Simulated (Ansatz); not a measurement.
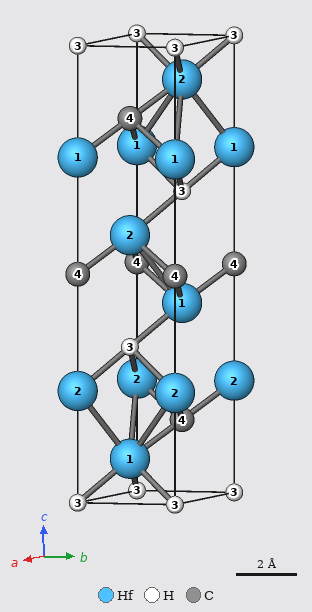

The starting point is a symmetric starting cell of Hf₂HC. A ball-and-stick model of the conventional cell (3 times the calculation's cell), seen from a free direction. Lengths and directions refer to the drawn axes.

The calculation used DFT PBEsol, scalar-relativistic, plane waves, PAW in Ansatz 0.2.0. (plane-wave cutoff 420 eV; k-point mesh 15 × 15 × 15; occupations gaussian; smearing width 0.1 eV; no spin polarisation)

The variant: The cell is strained by −9.7 % along c and −0.7 % across it (volume −10.9 %) and the Hf atoms are displaced by 0.04 Å relative to the cell: Hf2 0.04 Å along +c. No relaxation follows. The starting cell wasn't computed here and needn't be at equilibrium, so pressure and forces aren't due to the change alone.

### What is the effect?

The pressure is 20.4 GPa (not all of it need come from the change, since the unchanged cell can be under pressure at this level too). The principal stresses (compression positive) are 32.1 GPa along c and 14.6 GPa across it. The largest forces, 0.076 eV/Å, act on Hf1 and Hf2; on Hf1 it points along +c. The forces point straight back along the displacements (cosine −1.00). Near-neighbour distances before and after: Hf–Hf 3.350 → 3.064 Å, Hf–Hf 3.077 → 2.946 Å, H–Hf 2.348 → 2.240 Å, C–Hf 2.253 → 2.200 Å. The space group stays R-3m (No. 166).

Drawn alike, the variant:

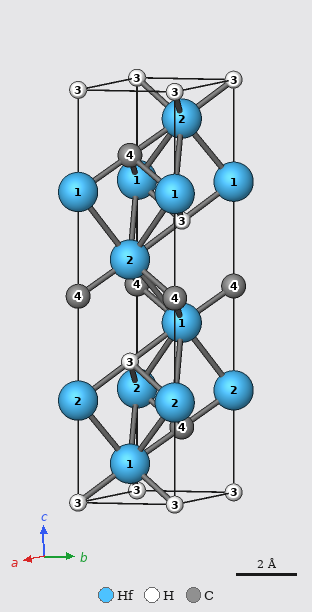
